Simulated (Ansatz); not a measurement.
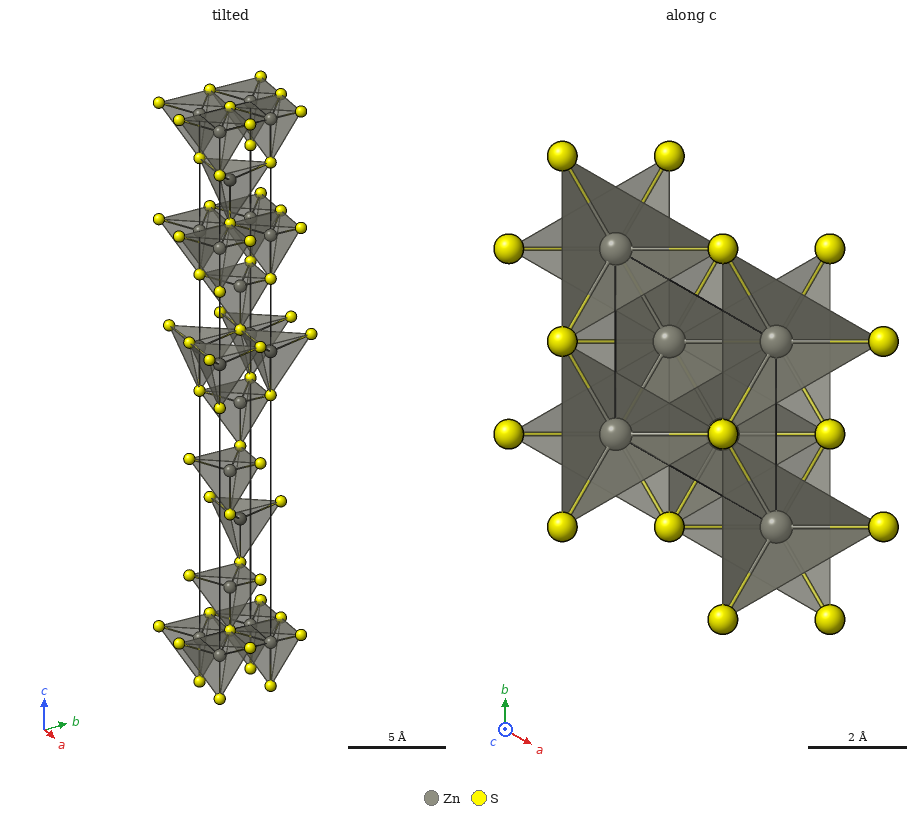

The figure gives a polyhedral picture of the atoms, viewed slightly off an axis and along the c axis. One conventional unit cell is framed, with atoms on its boundary repeated. Some atoms of the next cells are drawn as well.

ZnS, space group R3m (No. 160), a = 3.807 Å, b = 3.807 Å, c = 28.065 Å, α = 90.00°, β = 90.00°, γ = 120.00°. The cell started as a structure listed in the Materials Project. Earlier steps of the study, as a rule a relaxation of our own, may have changed the cell and positions, so they can lie some per cent off the listed ones. It went into a calculation with Ansatz.

This one geometry was computed with Ansatz (DFT, plane waves, PAW) at six levels of theory: PBE, dielectric-dependent PBE0 (fraction 1/eps_inf of PBE), r2SCAN, LDA, PBE0 and LC-wPBE. It was relaxed beforehand with r2SCAN.

Which level gives the highest pressure at this volume, and what does that say about its equilibrium volume?

Highest: PBE (2.3 GPa) and dielectric-dependent PBE0 (fraction 1/eps_inf of PBE) (1.8 GPa), which points to the largest equilibrium volume. Lowest, with the smallest volume: LDA (-4.0 GPa). Levels within 0.5 GPa of each other can't be told apart.

How does the band gap change with the level of theory?

LDA: a gap of 1.94 eV, direct; PBE: a gap of 2.19 eV, direct; r2SCAN: a gap of 2.76 eV, direct; dielectric-dependent PBE0 (fraction 1/eps_inf of PBE): a gap of 3.48 eV, direct; PBE0: a gap of 4.11 eV, direct; LC-wPBE: a gap of 8.39 eV, direct.

Collect the results in a table.

| level | cutoff (eV) | k-mesh of the run's cell | gap (eV) | pressure (GPa) |
| --- | --- | --- | --- | --- |
| PBE | 420 | 8×8×8 | 2.19 | 2.3 |
| dielectric-dependent PBE0 (fraction 1/eps_inf of PBE) | 420 | 4×4×4 | 3.48 | 1.8 |
| r2SCAN | 500 | 8×8×8 | 2.76 | 0.0 |
| LDA | 420 | 8×8×8 | 1.94 | -4.0 |
| PBE0 | 420 | 4×4×4 | 4.11 | 1.5 |
| LC-wPBE | 420 | 4×4×4 | 8.39 | -2.0 |

Gaps are taken on the k-mesh or band path of each run.
